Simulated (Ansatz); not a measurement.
Input

```
crystal:
  lattice:
    - [7.7350714452, 0.0, 0.0]
    - [0.0, 7.7350714452, 0.0]
    - [0.0, 0.0, 19.6115149267]
  atoms:
    - { symbol: Si, position: [0.0, 0.25, 0.2039618059] }
    - { symbol: Si, position: [0.0, 0.75, 0.2039618059] }
    - { symbol: Si, position: [0.5, 0.25, 0.2039618059] }
    - { symbol: Si, position: [0.5, 0.75, 0.2039618059] }
    - { symbol: Si, position: [0.0, 0.0, 0.2736851482] }
    - { symbol: Si, position: [0.0, 0.5, 0.2736851482] }
    - { symbol: Si, position: [0.5, 0.0, 0.2736851482] }
    - { symbol: Si, position: [0.5, 0.5, 0.2736851482] }
    - { symbol: Si, position: [0.25, 0.0, 0.3452315363] }
    - { symbol: Si, position: [0.25, 0.5, 0.3452315363] }
    - { symbol: Si, position: [0.75, 0.0, 0.3452315363] }
    - { symbol: Si, position: [0.75, 0.5, 0.3452315363] }
    - { symbol: Si, position: [0.25, 0.25, 0.4136098082] }
    - { symbol: Si, position: [0.25, 0.75, 0.4136098082] }
    - { symbol: Si, position: [0.75, 0.25, 0.4136098082] }
    - { symbol: Si, position: [0.75, 0.75, 0.4136098082] }
    - { symbol: O, position: [0.375, 0.25, 0.4781829672], spin: 2.0 }
basis:
  ecutwfc: 420
kpoints:
  mp_grid: { grid: [4, 4, 1] }
hamiltonian:
  xc: pbe
  pseudopotentials: { kind: paw, azcp: { folder: soft_1 } }
scf:
  occupations: { method: gaussian, width: 0.05 }
output:
  forces: true
  eigenvalues: true
  populations: true
  write_density: true
  write_potential: true
  elf: true
  volumetric_format: npy
magnetization:
  spin_polarized: true
relax:
  adjacent_minimum: "off"
  f_tol: 0.025
  max_steps: 16
  constraints:
    - { sites: [0, 1, 2, 3, 4, 5, 6, 7, 8, 9, 10, 11, 12, 13, 14, 15] }
    - { sites: [16], fix: xy }
efield:
  axis: 3
  dipole_correction: true
  ramp_width: 0.04
```

Launched as:

```sh
ansatz run input.yaml --threads 4 --pin off --max-ram 12288MiB --backend cpu --events-out ev --progress --plain --runs-dir out
```

The fields are those of the run's last geometry, not of the input's.

A point of a scan over the structure, not its minimum; not relaxed (largest force 0.7 eV/Å); PAW files of the earlier set (soft_1); the program warned that a starting moment wasn't kept; spin-polarised, but the moments vanished.

Method: DFT PBE, scalar-relativistic, plane waves, PAW in Ansatz.

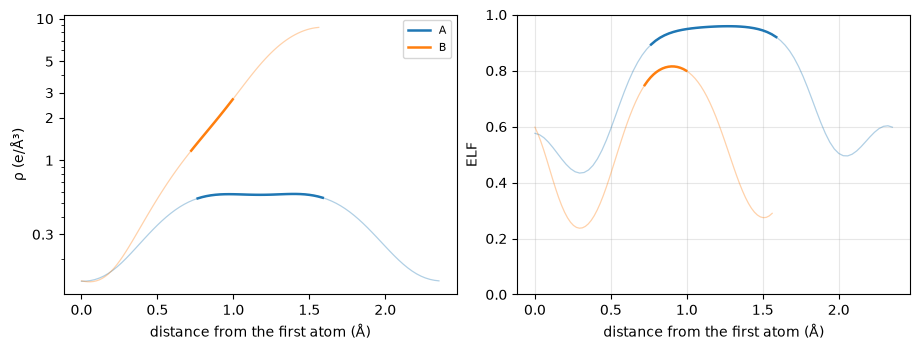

Si₁₆O (slab). Valence pseudo-density and electron localisation function along straight lines between neighbouring atoms. Thin, pale parts lie inside the atomic spheres.

In a PAW calculation such maps are meaningful between the atoms, not at the nuclei.

Question: Which curve belongs to which contact (Si–O and Si–Si)? The first atom named is at distance zero.

Answer: Curve A: Si–Si (2.35 Å): ρ at the midpoint is about 0.57 e/Å³; the ELF peaks at about 0.95 between the atoms. Curve B: Si–O (1.56 Å): ρ at the midpoint is about 1.4 e/Å³; the ELF peaks at about 0.80 between the atoms.
